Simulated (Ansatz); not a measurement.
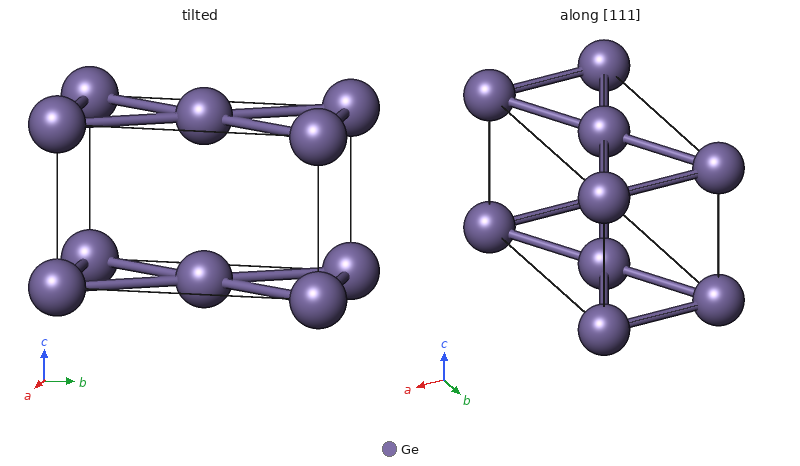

The figure gives a ball-and-stick picture of the atoms, viewed slightly off an axis and along [111]. The conventional unit cell is outlined; an atom on or near a face, edge or corner is repeated at each equivalent position. Cell: a = 2.630 Å, b = 4.894 Å, c = 3.047 Å, α = 90.00°, β = 90.00°, γ = 90.00°.

The element is germanium. The symmetry is that of Cmmm (No. 65), on a base-centred orthorhombic lattice. The cell holds two atoms. Ge is coordinated by six Ge at about 2.6 to 2.8 Å. The bonds build Ge layers parallel to (001).

The model was built from a structure listed in the Materials Project. The cell was then strained or its atoms displaced on purpose. It was the input of a calculation with Ansatz.
